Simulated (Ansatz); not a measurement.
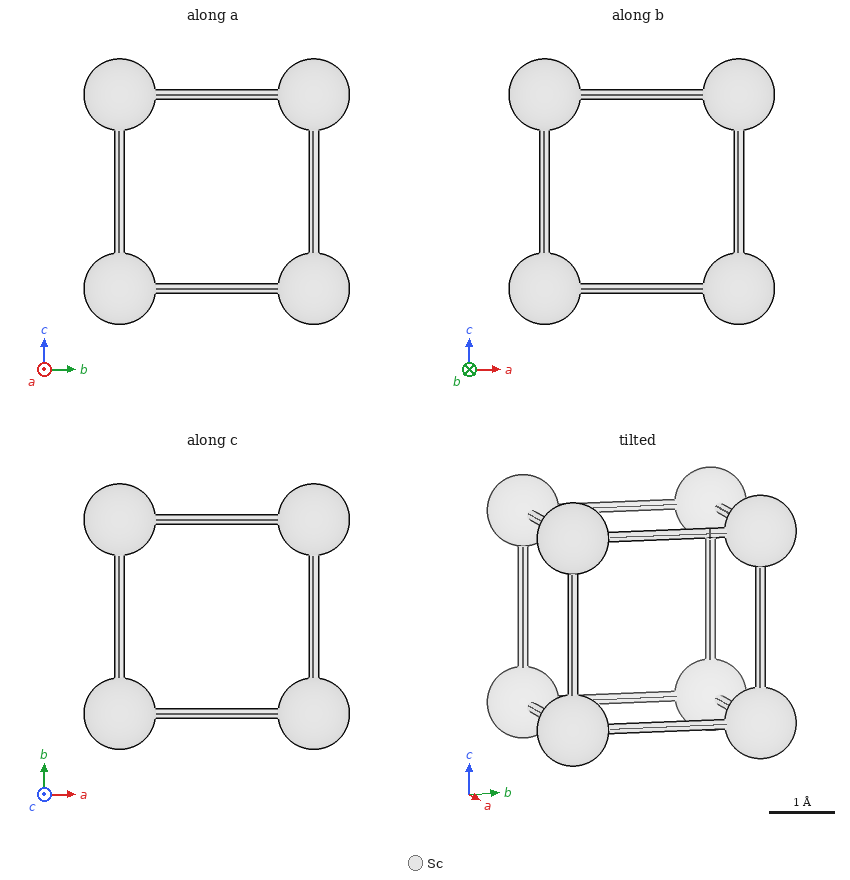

An orthographic ball-and-stick view of the structure, along the a axis, along the b axis, along the c axis and slightly off an axis. The lines enclose the conventional unit cell; boundary atoms appear with their images.

Lattice parameters: a = 2.994 Å, b = 2.994 Å, c = 2.994 Å, α = 90.00°, β = 90.00°, γ = 90.00°.

Question: Give the structure in the form of a table of Wyckoff sites.

Answer: Space group Pm-3m (No. 221).
```json
{"atom": "Sc", "site": "1a", "x": "0.0000", "y": "0.0000", "z": "0.0000"}
```

The initial geometry was a structure type filled with this element by a generator (whether the element takes this form wasn't checked). Earlier steps of the study may have refined or changed the cell and positions. It was run through Ansatz as a DFT input.
